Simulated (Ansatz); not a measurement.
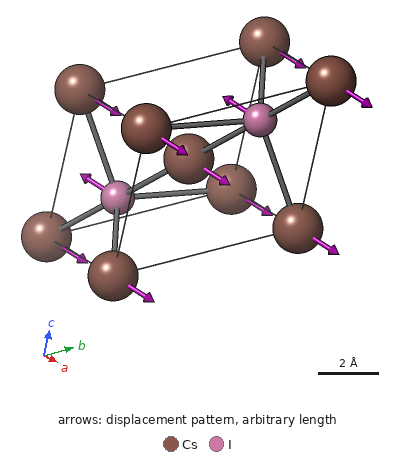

One vibrational mode of solid CsI at the zone centre of a doubled cell. The purple arrows give the relative displacements of the atoms. Style: ball-and-stick. Shown: the cell of the calculation, slightly off an axis.

These are results of DFT PBE, scalar-relativistic, plane waves, PAW in Ansatz, not measurements.

The input:
```yaml
crystal:
  lattice:
    - [-4.6660147546, 0.0, -4.6660147546]
    - [0.0, -4.6660147546, -4.6660147546]
    - [-4.6660147546, -4.6660147546, 0.0]
  atoms:
    - { symbol: Cs, position: [0.5, 0.5, 0.5] }
    - { symbol: Cs, position: [0.0, 0.0, 0.0] }
    - { symbol: I, position: [0.25, 0.25, 0.25] }
    - { symbol: I, position: [0.75, 0.75, 0.75] }
basis:
  ecutwfc: 420
kpoints:
  mp_grid: { grid: [4, 4, 4] }
hamiltonian:
  xc: pbe
scf:
  occupations: { method: gaussian, width: 0.05 }
output:
  eigenvalues: true
phonons:
  method: fd
  supercell: [1, 1, 1]
  amplitude: 0.02
  eigenvectors: true
  dielectric: false
```

Launched with:
```bash
ansatz run input.yaml --threads 2 --pin off --max-ram 5120MiB --backend cpu --events-out ev --progress --plain --runs-dir out
```

Frequencies are those without the non-analytic (LO–TO) term.

What mode is this, and where does it lie in the spectrum?

Answer. This is a triply degenerate mode (one member of the set is drawn) at 47 cm⁻¹, level 2 of 3, counted from below (the three translations aside). The I sublattice moves against the Cs sublattice, along [1 1 −1] of the drawn cell; the kinetic energy is shared as I 51 %, Cs 49 %. It repeats in both halves of the doubled cell: it is a zone-centre mode of the crystal.
